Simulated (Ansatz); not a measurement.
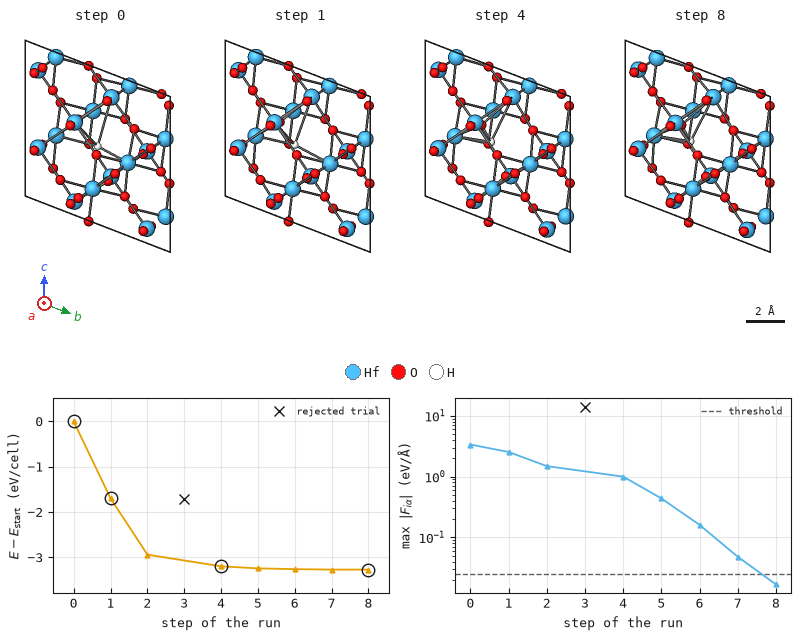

Frames of a relaxation of a defect cell of composition Hf16HO32 (cell charge +1), marked on the history of the run. Style: ball-and-stick. Shown: the cell of the calculation (origin shifted), along the a axis.

Case: H interstitial, charge +1, atoms relaxed at the host's cell.

These are results of DFT PBEsol, scalar-relativistic, plane waves, PAW (Ansatz 0.2.0), not measurements. Set-up: plane-wave cutoff 420 eV; k-point mesh 2 × 2 × 2; occupations gaussian; smearing width 0.01 eV; mesh shifted by (0.5, 0.5, 0.5); no spin polarisation; atoms relaxed in a fixed cell; force threshold 0.025 eV/Å; at most 45 steps.

Question: What happens along the run?

Answer: After 7 accepted moves (8 points after the start) the energy has fallen by 3.269 eV per cell of the calculation. The largest force component goes from 3.4 to 0.017 eV/Å. The line search rejected the trial step at point 3 of the run. The atom that moves furthest is the H atom (0.49 Å along [−2 −3 1]). By element the largest moves are H 0.49 Å, O 0.34 Å, Hf 0.17 Å. The cell doesn't change. Some distances before and after: H–O 1.759 → 0.997 Å, H–Hf 2.037 → 2.692 Å, H–Hf 2.778 → 2.476 Å, Hf–O 2.122 → 2.255 Å. New bonds form, among them: H–O (1.76 → 1.00 Å). Bonds break, among them: H–Hf (2.04 → 2.69 Å). Bond angles that change, for instance: Hf–O–Hf 125.9° → 133.3°, Hf–O–Hf 133.0° → 127.2°, Hf–O–Hf 102.8° → 108.4°. The run took 6.6 min on 4 threads of AMD EPYC 7B13 (Zen 3) (shared host), peak memory 4.1 GiB. From step 0 to 1: the H atom moves most (0.19 Å), energy −1.695 eV per cell of the calculation. From step 1 to 4: the H atom moves most (0.26 Å), energy −1.501 eV per cell of the calculation. From step 4 to 8: a Hf atom moves most (0.06 Å), energy −72.6 meV per cell of the calculation.

```json
{"step": "0", "E − E(0), meV/atom": "0.00", "largest force component, eV/Å": "3.3694", "note": ""}
{"step": "1", "E − E(0), meV/atom": "-34.60", "largest force component, eV/Å": "2.5420", "note": ""}
{"step": "2", "E − E(0), meV/atom": "-59.95", "largest force component, eV/Å": "1.4884", "note": ""}
{"step": "3", "E − E(0), meV/atom": "-34.86", "largest force component, eV/Å": "14.1645", "note": "rejected"}
{"step": "4", "E − E(0), meV/atom": "-65.23", "largest force component, eV/Å": "0.9994", "note": ""}
{"step": "5", "E − E(0), meV/atom": "-66.15", "largest force component, eV/Å": "0.4375", "note": ""}
{"step": "6", "E − E(0), meV/atom": "-66.49", "largest force component, eV/Å": "0.1606", "note": ""}
{"step": "7", "E − E(0), meV/atom": "-66.70", "largest force component, eV/Å": "0.0480", "note": ""}
{"step": "8", "E − E(0), meV/atom": "-66.71", "largest force component, eV/Å": "0.0168", "note": ""}
```

Limits of the set-up: the cell is charged, on a uniform background, and energies carry no finite-size correction.
